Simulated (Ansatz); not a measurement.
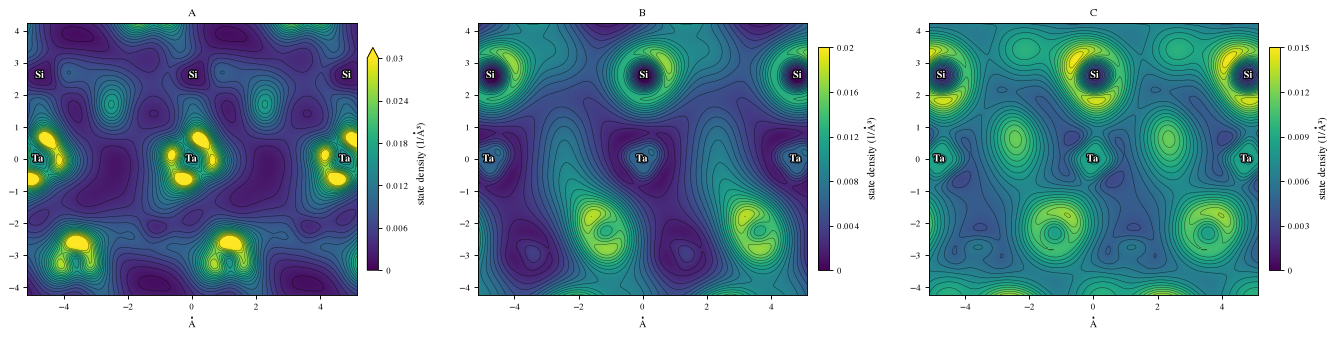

TaSi₂: densities of the states in three energy windows, on the (011) plane of the conventional cell.

Space group P6_422; the calculation finds a residual pressure of about 2 GPa at this fixed cell. Spin-orbit coupling, left out here, splits and shifts the levels of such heavy elements, by tenths of an eV up to several eV.

These are results of DFT PBE, scalar-relativistic, plane waves, PAW in Ansatz 0.2.0, not measurements.

In a PAW calculation such maps are meaningful between the atoms, not at the nuclei.

```cif
data_structure
_symmetry_space_group_name_H-M 'P 1'
_symmetry_Int_Tables_number 1
_cell_length_a 4.7839
_cell_length_b 4.7839
_cell_length_c 6.5700
_cell_angle_alpha 90.000
_cell_angle_beta 90.000
_cell_angle_gamma 120.000
_cell_volume 130.21
loop_
_atom_site_label
_atom_site_type_symbol
_atom_site_fract_x
_atom_site_fract_y
_atom_site_fract_z
_atom_site_occupancy
Ta1 Ta 0.50000 0.00000 0.00000 1
Ta2 Ta 0.50000 0.50000 0.66667 1
Ta3 Ta 0.00000 0.50000 0.33333 1
Si1 Si 0.15897 0.31794 0.00000 1
Si2 Si 0.84103 0.15897 0.66667 1
Si3 Si 0.68206 0.84103 0.33333 1
Si4 Si 0.84103 0.68206 0.00000 1
Si5 Si 0.15897 0.84103 0.66667 1
Si6 Si 0.31794 0.15897 0.33333 1
```

### Match the panels to the energy ranges (zero at the Fermi level): −13.4 to −8.9 eV, −8.9 to −4.5 eV and −1.2 to 0.0 eV.

Panel A: −1.2 to 0.0 eV, the filled states just under the Fermi level, mainly Ta 5d (70 %) and Si 3p (25 %).
Panel B: −13.4 to −8.9 eV, the lower third of the occupied valence band, mainly Si 3s (50 %), Si 3p (30 %) and Ta 6s (10 %).
Panel C: −8.9 to −4.5 eV, the middle third of the occupied valence band, mainly Si 3p (45 %), Si 3s (25 %) and Ta 5d (25 %).
The characters are Löwdin shares on a minimal set of atomic orbitals. At the bottom of an sp band the diffuse p orbitals of such a set take a share of s-like charge between the atoms, so the p share there is overstated.

Cost of the run: 20 s on 2 threads of AMD EPYC 7R43 64-Core Processor (Zen 3) (shared host), peak memory 0.6 GiB.
